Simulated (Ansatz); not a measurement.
System: GaCo.

Input

```
crystal:
  lattice:
    - [2.852653709, 0.0, 0.0]
    - [0.0, 2.852653709, 0.0]
    - [0.0, 0.0, 2.852653709]
  atoms:
    - { symbol: Ga, position: [0.5, 0.5, 0.5], spin: -0.01 }
    - { symbol: Co, position: [0.0, 0.0, 0.0], spin: 0.18 }
basis:
  ecutwfc: 420
kpoints:
  mp_grid: { grid: [14, 14, 14] }
hamiltonian:
  xc: pbe
scf:
  occupations: { method: gaussian, width: 0.1 }
output:
  forces: true
  stress: true
  eigenvalues: true
  populations: true
  write_density: true
  write_potential: true
  elf: true
  volumetric_format: npy
magnetization:
  spin_polarized: true
```

Command:

```sh
ansatz run input.yaml --threads 1 --pin off --max-ram 2560MiB --backend cpu --events-out ev --progress --plain --runs-dir out
```

Below, planes, directions and counts refer to the conventional cell (a = 2.85 Å, b = 2.85 Å, c = 2.85 Å, α = 90.00°, β = 90.00°, γ = 90.00°).

Space group Pm-3m; changed on purpose from its base cell (volume × 0.97); computed pressure about 6 GPa in this cell; the program warned that a starting moment wasn't kept; spin-polarised, but the moments vanished.

Computed with Ansatz 0.2.0, DFT PBE, scalar-relativistic, plane waves, PAW.

Question: Predict the valence pseudo-density and electron localisation function between the atoms.

Answer: Ga–Co (2.47 Å): ρ is about 0.34 e/Å³ halfway; the ELF is about 0.30 at the midpoint: no localised pair shows between them.

Question: Metal or insulator at this level of theory?

Answer: It is metallic or semimetallic at this level of theory: no gap opens.

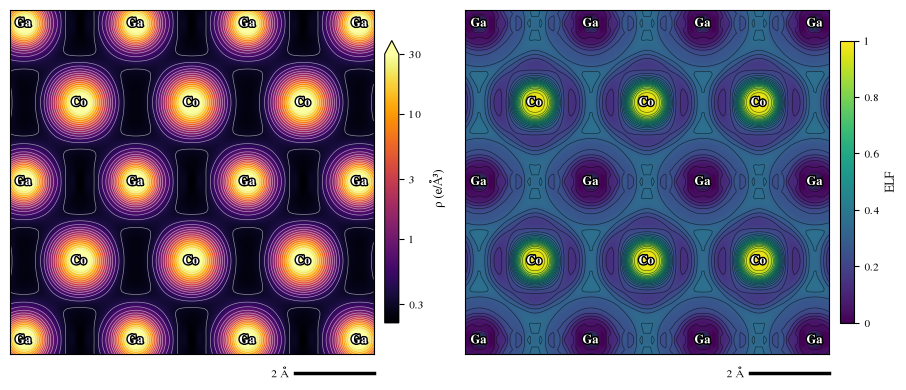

Computed valence pseudo-density and electron localisation function on the (011) plane of the conventional cell, in this order. 
